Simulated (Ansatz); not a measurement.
Geometry relaxation, with input and output: Zr₃S₂ (part 1 of 2)

System: Zr₃S₂ (R32, 5 atoms in the cell).
Method: DFT PBE, scalar-relativistic, plane waves, PAW, no spin polarisation (Ansatz 0.2.0).

The structure was made by a generator, so it may or may not be a known phase. Figures and captions count atoms from 1; the log counts them from 0 in places.

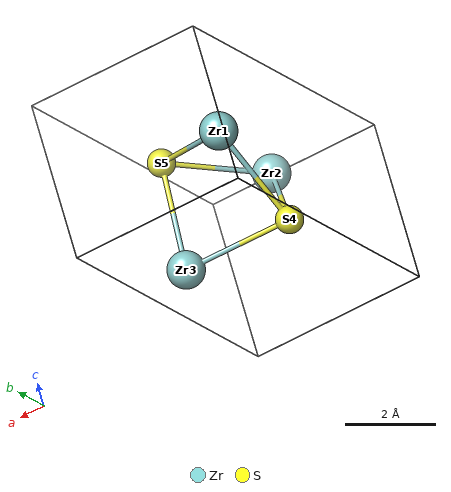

**Figure 1.** The input geometry (ball-and-stick view of the cell of the calculation, seen at an oblique angle; atoms are numbered from 1 in the order of the input). Near neighbours in the crystal (not all of them lie inside the picture): Zr has 4 S at 2.61 to 2.62 Å; S has 6 Zr at 2.61 to 2.62 Å.

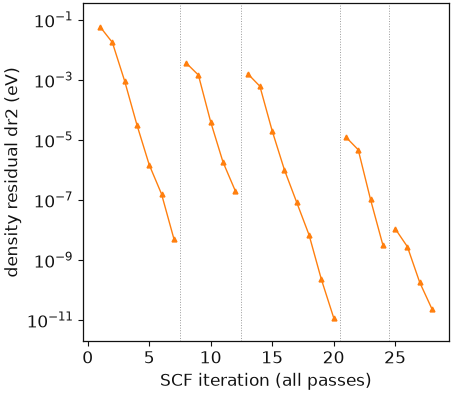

**Figure 2.** Convergence of the self-consistent field: density residual dr2 against the SCF iteration. The dotted lines part the SCF passes of the relaxation: geometry steps, rejected trials and re-solves on a re-selected basis. The 5 passes take 4 to 8 iterations each, 28 in all.

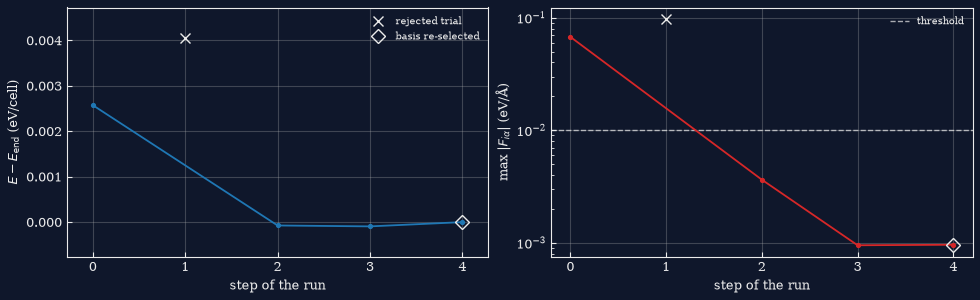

**Figure 3.** Progress of the relaxation, step by step (the first geometry is step 0 here and step 1 in the log). The largest moves relative to the cell, 0.005 Å, are those of Zr1, Zr2 and Zr3. Largest moves by element: Zr 0.005 Å, S 0.002 Å. The volume changes by −0.7 %, with a = b = c 4.837 → 4.826 Å (−0.2 %). Among the contacts that change: Zr1–S4 2.617 → 2.608 Å. The space group stays R32 (No. 155). Over 3 geometry steps the energy falls by 2.7 meV per cell of the calculation. The largest force component goes from 0.068 to 0.00096 eV/Å. The pressure goes from −0.92 to −0.01 GPa. The line search rejected the trial step at point 1 (counted from 0) and went back. A last SCF at the same geometry on a re-selected plane-wave basis shifts the energy by +0.1 meV per cell of the calculation. (Atoms are counted from 1 in the order of the input.)

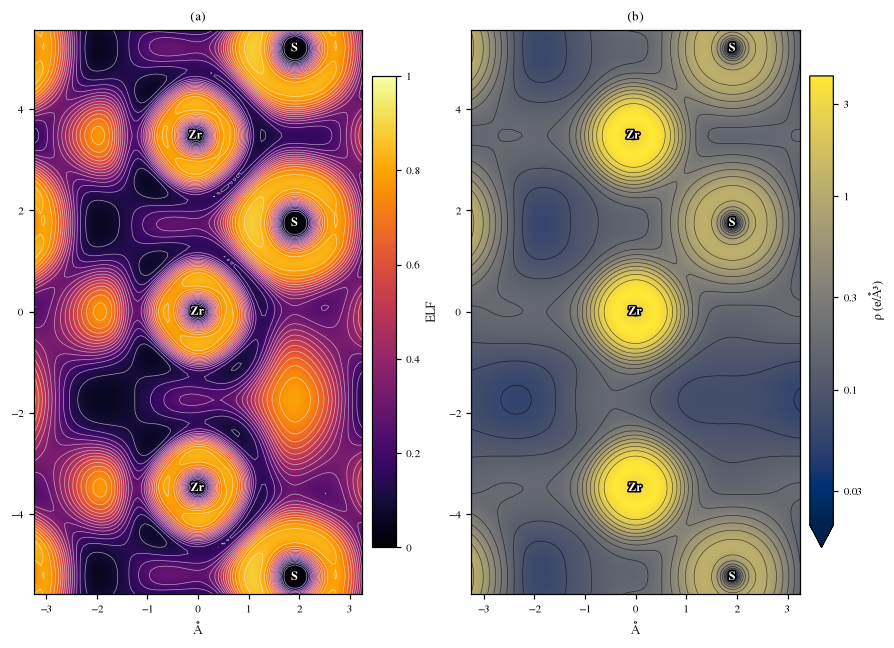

**Figure 4.** (a) ELF; (b) valence pseudo-density on the (100) plane of the conventional cell. Atoms in the plane: Zr and S. Zr–S (2.60 Å): ρ at the midpoint is about 0.36 e/Å³; the ELF is about 0.25 at the midpoint (no shared pair; the contact is polar). Away from the nuclei the density in this plane falls to 0.05 e/Å³ at its lowest.The strong features right at Zr lie inside the PAW spheres (semicore, d or f shells) and say nothing about bonding. In a PAW calculation such maps are meaningful between the atoms, not at the nuclei.

The input that produced these results follows, with the program's output.

### Input file
```yaml
crystal:
  lattice:
    - [2.90253806, 1.67578113, 3.48777318]
    - [-2.90253806, 1.67578113, 3.48777318]
    - [0.0, -3.35156226, 3.48777318]
  atoms:
    - { symbol: Zr, position: [0.161273, 0.838727, 0.5] }
    - { symbol: Zr, position: [0.5, 0.161273, 0.838727] }
    - { symbol: Zr, position: [0.838727, 0.5, 0.161273] }
    - { symbol: S, position: [0.334977, 0.334977, 0.334977] }
    - { symbol: S, position: [0.665023, 0.665023, 0.665023] }
basis:
  ecutwfc: 420
kpoints:
  mp_grid: { grid: [12, 12, 12] }
hamiltonian:
  xc: pbe
scf:
  occupations: { method: gaussian, width: 0.1 }
output:
  forces: true
  stress: true
  eigenvalues: true
  write_density: true
  write_potential: true
  elf: true
  volumetric_format: npy
relax:
  adjacent_minimum: "off"
  f_tol: 0.01
  max_steps: 80
  cell: { stress_tol: 0.05 }
```

Run as:
```bash
ansatz run input.yaml --threads 1 --pin off --max-ram 2560MiB --backend cpu --events-out ev --progress --plain --runs-dir out
```

### The program's output
```
Engine: ansatz 0.2.0, x86_64-unknown-linux-gnu
Pseudopotentials: kind: paw
Pseudopotential: Zr, paw, valence charge 12, recommended cutoff 420 eV (normal), Zr.paw.azcp
Pseudopotential: S, paw, valence charge 6, recommended cutoff 420 eV (normal), S.paw.azcp
Functional definition: PBE
  parameter kappa = 0.804
  parameter beta = 0.06672455060314922
  exchange = pbe_x(kappa = kappa, mu = beta*pi^2/3)
  correlation = pbe_c(beta = beta)
Crystal: 5 atoms, lattice volume = 101.788 Å³
Basis set: ecut = 420 eV, 1949 PW (Γ), exchange–correlation on 72×72×72 points (8 copies of the dense FFT grid, shifted against one another)
Bands: 29, of which v1, the nominal top of the filled ones, is band 24 counted from 1 (23 counted from 0)
Symmetry: 6 space group operations
Space group: R32 (ITA 155), of the structure as read, at distance tolerance 4.7e-5 Å
k-points: 189 of 1728 (time reversal used)
Non-local potential: Zr, projectors of the file, l = 0: 3, l = 1: 2, l = 2: 2, l = 3: 2
Non-local potential: S, projectors of the file, l = 0: 2, l = 1: 2, l = 2: 2
PAW form: soft (Blöchl's): semilocal exchange-correlation on the pseudo side does not see the compensation charge
PAW one-centre angular grid: Zr, 590 points (default); XC on 64 Gauss nodes
PAW one-centre angular grid: S, 110 points (default); XC on 64 Gauss nodes
Initial density: superposition of atomic densities (neutral atoms: chi_scale 0, normalization atom), corrected by the library's trained network
Initial wavefunctions: pseudopotential atomic-orbital guess
Functional: x = pbe(κ = 0.804, μ = 0.2195149727645171), c = pbe(β = 0.06672455060314922)
SCF iter   1: F=—  HF=-14361.105719 eV  |F-HF|=—  |Δ(HF+E_count)|=         —  Δρ=6.70e-3  dr2=5.89e-2  ethr=1.77e-3  ⟨swp⟩=4.7  Hψ=22518  notcnv=0
preconditioner: auto → Kerker (q_TF=auto, 2.407 Å⁻¹)  [metal: Δε(μ)=0.002 eV  Ē_g=6.616 eV  σ=0.100 eV  W_gap=0.01  n_scr=20 (ndim 8)  ℏωp=18.0 eV  f_vac=0.000  D(μ)=2.30/eV (n_scr^D=14)]
SCF iter   2: F=—  HF=-14361.097200 eV  |F-HF|=—  |Δ(HF+E_count)|=   8.52e-3  Δρ=3.76e-3  dr2=1.77e-2  ethr=1.23e-4  ⟨swp⟩=1.0  Hψ=7013  notcnv=0
SCF iter   3: F=—  HF=-14361.096680 eV  |F-HF|=—  |Δ(HF+E_count)|=   5.20e-4  Δρ=7.87e-4  dr2=9.21e-4  ethr=3.68e-5  ⟨swp⟩=2.0  Hψ=7355  notcnv=0
SCF iter   4: F=—  HF=-14361.096697 eV  |F-HF|=—  |Δ(HF+E_count)|=   1.74e-5  Δρ=1.65e-4  dr2=3.16e-5  ethr=1.92e-6  ⟨swp⟩=2.0  Hψ=7268  notcnv=0
SCF iter   5: F=—  HF=-14361.096661 eV  |F-HF|=—  |Δ(HF+E_count)|=   3.65e-5  Δρ=3.35e-5  dr2=1.48e-6  ethr=6.58e-8  ⟨swp⟩=2.0  Hψ=7473  notcnv=0
SCF iter   6: F=—  HF=-14361.096661 eV  |F-HF|=—  |Δ(HF+E_count)|=   2.59e-7  Δρ=9.67e-6  dr2=1.58e-7  ethr=3.09e-9  ⟨swp⟩=2.2  Hψ=9692  notcnv=0
SCF iter   7: F=-14361.096661 eV  HF=-14361.096661 eV  |F-HF|=3.53e-10  |Δ(HF+E_count)|=   2.34e-9  Δρ=2.07e-6  dr2=5.18e-9  ethr=2.08e-10  ⟨swp⟩=9.4  Hψ=34340  notcnv=0
SCF 1 converged in 7 iterations: F = -14361.096661 eV  dr2 = 5.18e-9
  greatest PAW one-centre occupation: 0.996 electrons in one spin orbital (limit 2), on the Zr atom at site 2 (counted from 0), in its partial waves of l = 0
relax step   1: F+E_penalty+E_count = -14361.09666091 eV  Δ(F+E_penalty+E_count) = +0.000e0 eV  max|allowed force component| = 6.759e-2 eV/Å  Δτ_max = 0.0000 Å  P = -0.916 GPa  Ω = 101.788 Å³  (7 SCF iters, dr2 threshold 1.00e-7 eV, accepted)
Crystal: 5 atoms, lattice volume = 100.292 Å³
Basis set: ecut = 420 eV, 1937 PW (Γ), exchange–correlation on 72×72×72 points (8 copies of the dense FFT grid, shifted against one another)
Initial density: handed on by an earlier stage of this run
Initial wavefunctions: those handed on with the density
iter 1 solved again at ethr=7.47e-6 eV; its pass at ethr=3.10e-3 eV (dr2=3.59e-3 eV) is discarded
SCF iter   1: F=—  HF=-14361.096365 eV  |F-HF|=—  |Δ(HF+E_count)|=         —  Δρ=1.35e-3  dr2=3.67e-3  ethr=7.47e-6  ⟨swp⟩=1.0  Hψ=29891  notcnv=0
preconditioner: auto → Kerker (q_TF=auto, 2.413 Å⁻¹)  [metal: Δε(μ)=0.001 eV  Ē_g=6.597 eV  σ=0.100 eV  W_gap=0.00  n_scr=20 (ndim 8)  ℏωp=18.2 eV  f_vac=0.000  D(μ)=2.32/eV (n_scr^D=14)]
SCF iter   2: F=—  HF=-14361.095685 eV  |F-HF|=—  |Δ(HF+E_count)|=   6.80e-4  Δρ=7.98e-4  dr2=1.45e-3  ethr=7.47e-6  ⟨swp⟩=1.0  Hψ=5481  notcnv=0
SCF iter   3: F=—  HF=-14361.095241 eV  |F-HF|=—  |Δ(HF+E_count)|=   4.43e-4  Δρ=1.48e-4  dr2=3.97e-5  ethr=3.03e-6  ⟨swp⟩=2.0  Hψ=7545  notcnv=0
SCF iter   4: F=—  HF=-14361.095176 eV  |F-HF|=—  |Δ(HF+E_count)|=   6.57e-5  Δρ=3.24e-5  dr2=1.83e-6  ethr=8.27e-8  ⟨swp⟩=2.8  Hψ=7839  notcnv=0
SCF iter   5: F=-14361.095175 eV  HF=-14361.095175 eV  |F-HF|=6.19e-8  |Δ(HF+E_count)|=   1.65e-7  Δρ=1.11e-5  dr2=2.01e-7  ethr=1.04e-9  ⟨swp⟩=10.5  Hψ=39458  notcnv=0
SCF 2 converged in 5 iterations: F = -14361.095175 eV  dr2 = 2.01e-7
relax step   2: F+E_penalty+E_count = -14361.09517543 eV  Δ(F+E_penalty+E_count) = +1.485e-3 eV  max|allowed force component| = 9.772e-2 eV/Å  Δτ_max = 0.0115 Å  P = +0.973 GPa  Ω = 100.292 Å³  energy of the carried Pulay correction = +1.965e-4 eV  (5 SCF iters, dr2 threshold 5.00e-7 eV, rejected (line search))
Crystal: 5 atoms, lattice volume = 101.072 Å³
iter 1 solved again at ethr=3.57e-6 eV; its pass at ethr=3.10e-3 eV (dr2=1.71e-3 eV) is discarded
SCF iter   1: F=—  HF=-14361.099865 eV  |F-HF|=—  |Δ(HF+E_count)|=         —  Δρ=9.06e-4  dr2=1.62e-3  ethr=3.57e-6  ⟨swp⟩=2.0  Hψ=28775  notcnv=0
preconditioner: auto → Kerker (q_TF=auto, 2.410 Å⁻¹)  [metal: Δε(μ)=0.004 eV  Ē_g=6.574 eV  σ=0.100 eV  W_gap=0.02  n_scr=20 (ndim 8)  ℏωp=18.1 eV  f_vac=0.000  D(μ)=2.40/eV (n_scr^D=14)]
SCF iter   2: F=—  HF=-14361.099563 eV  |F-HF|=—  |Δ(HF+E_count)|=   3.02e-4  Δρ=5.28e-4  dr2=6.15e-4  ethr=3.37e-6  ⟨swp⟩=1.0  Hψ=5481  notcnv=0
SCF iter   3: F=—  HF=-14361.099365 eV  |F-HF|=—  |Δ(HF+E_count)|=   1.98e-4  Δρ=9.49e-5  dr2=2.01e-5  ethr=1.28e-6  ⟨swp⟩=2.0  Hψ=7447  notcnv=0
SCF iter   4: F=—  HF=-14361.099310 eV  |F-HF|=—  |Δ(HF+E_count)|=   5.55e-5  Δρ=2.66e-5  dr2=9.97e-7  ethr=4.18e-8  ⟨swp⟩=2.0  Hψ=7353  notcnv=0
SCF iter   5: F=—  HF=-14361.099310 eV  |F-HF|=—  |Δ(HF+E_count)|=   3.39e-9  Δρ=6.91e-6  dr2=8.22e-8  ethr=2.08e-9  ⟨swp⟩=2.0  Hψ=8218  notcnv=0
SCF iter   6: F=—  HF=-14361.099310 eV  |F-HF|=—  |Δ(HF+E_count)|=   1.47e-8  Δρ=1.98e-6  dr2=6.85e-9  ethr=1.71e-10  ⟨swp⟩=2.3  Hψ=9115  notcnv=0
SCF iter   7: F=—  HF=-14361.099310 eV  |F-HF|=—  |Δ(HF+E_count)|=   1.09e-9  Δρ=4.42e-7  dr2=2.27e-10  ethr=1.43e-11  ⟨swp⟩=2.0  Hψ=7280  notcnv=0
SCF iter   8: F=-14361.099310 eV  HF=-14361.099310 eV  |F-HF|=0.00e0  |Δ(HF+E_count)|=  3.64e-11  Δρ=8.27e-8  dr2=1.20e-11  ethr=1.00e-12  ⟨swp⟩=6.0  Hψ=26064  notcnv=0
SCF 3 converged in 8 iterations: F = -14361.099310 eV  dr2 = 1.20e-11
  greatest PAW one-centre occupation: 0.996 electrons in one spin orbital (limit 2), on the Zr atom at site 0 (counted from 0), in its partial waves of l = 0
relax step   3: F+E_penalty+E_count = -14361.09930998 eV  Δ(F+E_penalty+E_count) = -2.649e-3 eV  max|allowed force component| = 3.640e-3 eV/Å  Δτ_max = 0.0043 Å  P = -0.036 GPa  Ω = 101.072 Å³  energy of the carried Pulay correction = +9.366e-5 eV  (8 SCF iters, accepted)
Crystal: 5 atoms, lattice volume = 101.054 Å³
iter 1 solved again at ethr=2.46e-8 eV; its pass at ethr=3.10e-3 eV (dr2=1.18e-5 eV) is discarded
```
